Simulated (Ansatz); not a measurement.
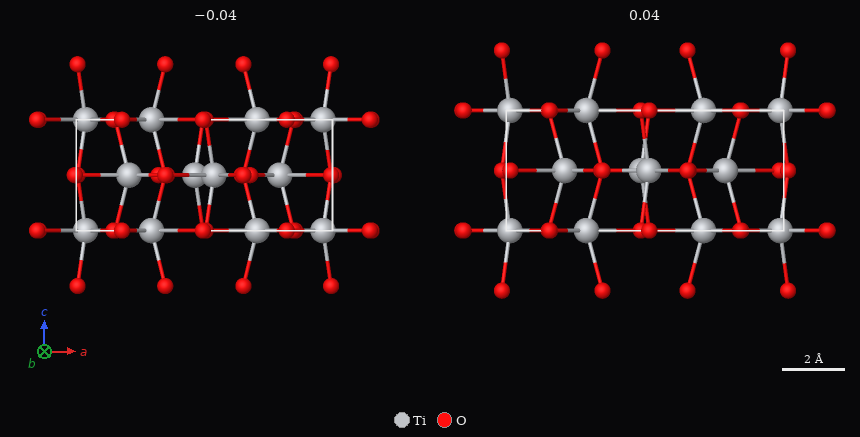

A crystal of TiO$_{2}$ (set up in I4/m), under equal strain along all axes (cell held, atoms relaxed), with energies (extrapolated to zero smearing) counted from the relaxed crystal, which is the row at zero. The picture shows the first and the last member. The picture is a ball-and-stick view of the conventional cell (2 times the calculation's cell), seen along the b axis. Lengths and directions refer to the drawn axes.

Computed with Ansatz 0.2.0: DFT r2SCAN, scalar-relativistic, plane waves, PAW. (plane-wave cutoff 500 eV; k-point mesh 8 × 8 × 8; occupations gaussian; smearing width 0.02 eV; no spin polarisation; atoms relaxed in a fixed cell; force threshold 0.008 eV/Å)

```tsv
strain	energy (meV/atom)	a (Å)	c (Å)	band gap (eV)
−0.04	117.64	8.350	3.611	2.98
−0.02	28.75	8.524	3.687	2.21
0.0	0.00	8.698	3.762	2.09
0.02	?	?	?	?
0.04	88.74	9.046	3.912	2.56
```

Estimate the missing row from the others, and compare with the calculation.

Answer. A parabola through three neighbouring rows (−0.02, 0.0, 0.04) gives, with Lagrange weights, (−0.3333)(28.75) + (1.0000)(0.00) + (0.3333)(88.74) = 19.99 meV/atom. The calculation gives 24.39 meV/atom (a = 8.872 Å, c = 3.837 Å). The estimate is 4.40 meV/atom too low. For the gap a parabola through the rows −0.02, 0.0, 0.04 gives 2.21 eV, and the calculation 2.30 eV (semilocal gaps, lower than measured ones as a rule). From the first member to the last: Ti–Ti 3.060 → 3.336 Å, O–Ti 2.303 → 2.540 Å, O–Ti 1.878 → 2.041 Å.

The whole series:

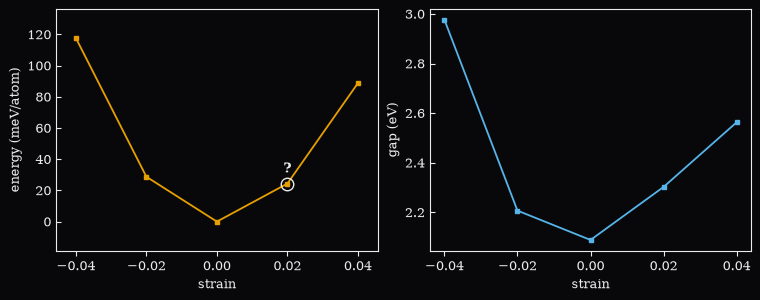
